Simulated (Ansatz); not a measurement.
**What a change does: single-point calculation on Mg**

System: Mg (P6₃/mmc, 2 atoms in the cell).
Method of run 1: DFT PBE, scalar-relativistic, plane waves, PAW, no spin polarisation (Ansatz 0.2.0).

The structure derives from an entry of the Crystallography Open Database. Text and figures count atoms from 1; the logs count them from 0 in places.

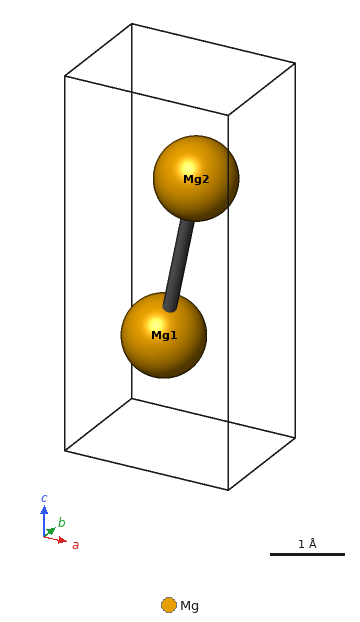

Figure 1. The structure (ball-and-stick view of the cell of the calculation, seen slightly off an axis; atoms are numbered from 1 in the order of the input).

Input, run 1:
```yaml
crystal:
  lattice:
    - [3.2093, 0.0, 0.0]
    - [-1.60465, 2.7793353284, 0.0]
    - [0.0, 0.0, 5.2103]
  atoms:
    - { symbol: Mg, position: [0.3333333333, 0.6666666667, 0.25] }
    - { symbol: Mg, position: [0.6666666667, 0.3333333333, 0.75] }
basis:
  ecutwfc: 420
kpoints:
  mp_grid: { grid: [15, 15, 8] }
hamiltonian:
  xc: pbe
scf:
  occupations: { method: gaussian, width: 0.1 }
output:
  forces: true
  stress: true
  eigenvalues: true
  populations: true
  write_density: true
  write_potential: true
  elf: true
  volumetric_format: npy
```

Command:
```bash
ansatz run input.yaml --threads 1 --pin off --max-ram 2560MiB --backend cpu --events-out ev --progress --plain --runs-dir out
```

Hardware: 1 thread of an Arm (aarch64) CPU, shared host.

Output, shortened to warnings, some set-up lines, iterations and results (run 1):
```
Basis set: ecut = 420 eV, 941 PW (Γ), exchange–correlation on 48×48×72 points (8 copies of the dense FFT grid, shifted against one another)
Symmetry: 24 space group operations
k-points: 135 of 1800
Initial density: superposition of atomic densities (neutral atoms: chi_scale 0, normalization atom), corrected by the library's trained network
[...]
SCF iter   1: F=—  HF=-3847.605766 eV  |F-HF|=—  |Δ(HF+E_count)|=         —  Δρ=9.03e-4  dr2=4.50e-4  ethr=1.77e-3  ⟨swp⟩=5.0  Hψ=9509  notcnv=0
SCF iter   2: F=—  HF=-3847.605372 eV  |F-HF|=—  |Δ(HF+E_count)|=   3.94e-4  Δρ=5.91e-4  dr2=1.97e-4  ethr=2.25e-6  ⟨swp⟩=2.0  Hψ=3929  notcnv=0
SCF iter   3: F=—  HF=-3847.605388 eV  |F-HF|=—  |Δ(HF+E_count)|=   1.54e-5  Δρ=2.68e-4  dr2=1.64e-5  ethr=9.83e-7  ⟨swp⟩=2.0  Hψ=3246  notcnv=0
SCF iter   4: F=—  HF=-3847.605399 eV  |F-HF|=—  |Δ(HF+E_count)|=   1.13e-5  Δρ=1.02e-4  dr2=1.99e-6  ethr=8.18e-8  ⟨swp⟩=2.1  Hψ=3009  notcnv=0
SCF iter   5: F=-3847.605397 eV  HF=-3847.605397 eV  |F-HF|=2.28e-8  |Δ(HF+E_count)|=   1.99e-6  Δρ=1.10e-5  dr2=2.13e-8  ethr=9.95e-9  ⟨swp⟩=2.0  Hψ=3126  notcnv=0
SCF iter   6: F=-3847.605397 eV  HF=-3847.605397 eV  |F-HF|=5.76e-9  |Δ(HF+E_count)|=   7.22e-9  Δρ=4.49e-6  dr2=3.57e-9  ethr=1.07e-10  ⟨swp⟩=5.1  Hψ=9035  notcnv=0
SCF 1 converged in 6 iterations: F = -3847.605397 eV  dr2 = 3.57e-9
SCF converged after 6 iterations
Free energy (F): -3847.605397 eV
Harris-Foulkes:  -3847.605397 eV  (|F-HF|=5.76e-9)
Internal energy: -3847.600377 eV  (E = F + TS)
E sigma→0 (E₀):  -3847.602887 eV
Entropy (-TS):   -0.005020 eV (-2.510 meV/atom)
Fermi energy:    5.555773 eV
--- Per-component energies (eV) ---
  E_band       = -717.122932
  E_kinetic    = 149.497462
  E_local      = -3250.337721  (includes V_loc(G=0)·N_el)
  E_nonlocal   = 191.363002
  E_hartree    = 1161.097507
  E_xc         = -56.721952
  E_vxc        = -73.167552  (∫ρ·V_xc dr)
  E_paw        = -585.106845  (= ΣΔE_a)
  E_vpaw       = -56.675952  (= ΣTr[D̂ρ^β])
  E_aug_tail   = -0.000008  (compensation charges beyond the density's cutoff)
  E_ewald      = -1457.391822
  E_smearing   = -0.005020  (= −TS)
  E_closure    = -0.000000  (closes the sum)
  Σ components = -3847.605397   (vs F -3847.605397, Δ=0.00e0)
--- Forces (eV/Å), atoms counted from 1 ---
  atom   1  Mg     0.00000000     0.00000000     0.00000000
  atom   2  Mg     0.00000000    -0.00000000     0.00000000
  max |Σ_I F_I| component: 0.00e0 eV/Å
--- Stress (GPa, compression-positive) ---
       -0.218067      -0.000000       0.000000
        0.000000      -0.218067       0.000000
        0.000000       0.000000      -0.937100
  P = ⅓ Tr σ = -0.4577 GPa (-4.577 kbar)
--- Löwdin populations: 2 sites ---
  site symbol       q [e]
     0     Mg      9.4598
     1     Mg      9.4598
  spilling = 0.054015 (of n_electrons = 20.000000)
```

The input of run 2 differs as follows (lines with − go, lines with + come):
```diff
-  mp_grid: { grid: [15, 15, 8] }
+  mp_grid: { grid: [6, 6, 4] }
-  populations: true
-  write_density: true
-  write_potential: true
-  elf: true
-  volumetric_format: npy
```

How does run 2 compare with run 1?

The free energy of run 2 is 31.7 meV per atom higher, which measures how much it depends on this numerical setting. The number of SCF iterations is the same. The irreducible k-points go from 135 to 21.

Output, shortened to warnings, some set-up lines, iterations and results (run 2):
```
Basis set: ecut = 420 eV, 941 PW (Γ), exchange–correlation on 48×48×72 points (8 copies of the dense FFT grid, shifted against one another)
Symmetry: 24 space group operations
k-points: 21 of 144
Initial density: superposition of atomic densities (neutral atoms: chi_scale 0, normalization atom), corrected by the library's trained network
[...]
SCF iter   1: F=—  HF=-3847.542422 eV  |F-HF|=—  |Δ(HF+E_count)|=         —  Δρ=9.66e-4  dr2=5.24e-4  ethr=1.77e-3  ⟨swp⟩=5.1  Hψ=1497  notcnv=0
SCF iter   2: F=—  HF=-3847.542004 eV  |F-HF|=—  |Δ(HF+E_count)|=   4.18e-4  Δρ=6.22e-4  dr2=2.19e-4  ethr=2.62e-6  ⟨swp⟩=2.0  Hψ=614  notcnv=0
SCF iter   3: F=—  HF=-3847.542022 eV  |F-HF|=—  |Δ(HF+E_count)|=   1.87e-5  Δρ=2.87e-4  dr2=2.00e-5  ethr=1.10e-6  ⟨swp⟩=2.0  Hψ=508  notcnv=0
SCF iter   4: F=—  HF=-3847.542030 eV  |F-HF|=—  |Δ(HF+E_count)|=   7.87e-6  Δρ=1.11e-4  dr2=2.78e-6  ethr=9.99e-8  ⟨swp⟩=2.5  Hψ=525  notcnv=0
SCF iter   5: F=-3847.542028 eV  HF=-3847.542028 eV  |F-HF|=3.70e-9  |Δ(HF+E_count)|=   2.30e-6  Δρ=9.49e-6  dr2=1.85e-8  ethr=1.39e-8  ⟨swp⟩=2.0  Hψ=485  notcnv=0
SCF iter   6: F=-3847.542028 eV  HF=-3847.542028 eV  |F-HF|=3.42e-9  |Δ(HF+E_count)|=   5.61e-9  Δρ=3.62e-6  dr2=2.74e-9  ethr=9.26e-11  ⟨swp⟩=2.0  Hψ=923  notcnv=0
SCF 1 converged in 6 iterations: F = -3847.542028 eV  dr2 = 2.74e-9
SCF converged after 6 iterations
Free energy (F): -3847.542028 eV
Harris-Foulkes:  -3847.542028 eV  (|F-HF|=3.42e-9)
Internal energy: -3847.534806 eV  (E = F + TS)
E sigma→0 (E₀):  -3847.538417 eV
Entropy (-TS):   -0.007222 eV (-3.611 meV/atom)
Fermi energy:    5.415561 eV
--- Per-component energies (eV) ---
  E_band       = -717.118691
  E_kinetic    = 149.565587
  E_local      = -3250.244398  (includes V_loc(G=0)·N_el)
  E_nonlocal   = 191.324298
  E_hartree    = 1161.027116
  E_xc         = -56.719924
  E_vxc        = -73.164549  (∫ρ·V_xc dr)
  E_paw        = -585.095656  (= ΣΔE_a)
  E_vpaw       = -56.656076  (= ΣTr[D̂ρ^β])
  E_aug_tail   = -0.000008  (compensation charges beyond the density's cutoff)
  E_ewald      = -1457.391822
  E_smearing   = -0.007222  (= −TS)
  E_closure    = -0.000000  (closes the sum)
  Σ components = -3847.542028   (vs F -3847.542028, Δ=0.00e0)
--- Forces (eV/Å), atoms counted from 1 ---
  atom   1  Mg    -0.00000000     0.00000000     0.00000000
  atom   2  Mg    -0.00000000    -0.00000000     0.00000000
  max |Σ_I F_I| component: 1.39e-17 eV/Å
--- Stress (GPa, compression-positive) ---
       -0.434436       0.000000       0.000000
        0.000000      -0.434436       0.000000
        0.000000       0.000000      -0.358564
  P = ⅓ Tr σ = -0.4091 GPa (-4.091 kbar)
```

The two runs side by side:

| quantity | run 1 | run 2 |
| --- | --- | --- |
| outcome | converged | converged |
| free energy per atom (eV) | −1923.8027 | −1923.7710 |
| energy per atom, smearing taken to zero (eV) | −1923.8014 | −1923.7692 |
| gap on the mesh (eV) | 0.00 | 0.00 |
| pressure (GPa) | −0.46 | −0.41 |
| largest force (eV/Å) | 0.000 | 0.000 |
| SCF iterations | 6 | 6 |
| irreducible k-points | 135 | 21 |
| plane waves at Γ | 941 | 941 |
| wall time (shared host) | 5.2 s | 0.78 s |
